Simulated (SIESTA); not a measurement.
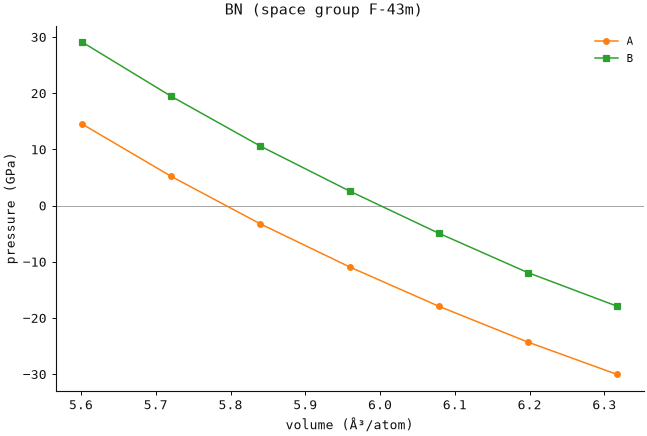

The figure shows the pressure against volume, with one curve for each functional, for BN (space group F-43m). The labels are replaced by letters. In alphabetical order the cases are: LDA; PBE.

Computed with SIESTA 5.4.2: DFT in numerical atomic orbitals with pseudopotentials, no spin polarisation; energies at scaled volumes of the given cell, shape and fractions fixed, counted from the fit's minimum, third-order Birch-Murnaghan fit. All runs: no spin polarisation.

k mesh 13×13×13; occupations Fermi–Dirac; smearing width 0.05 eV; potentials PseudoDojo 0.4 standard, converted to PSML, two zetas on semicore shells.

Question: Which letter stands for which functional?

Answer: A: LDA; B: PBE.

Keep in mind: mulliken charges of long orbitals.
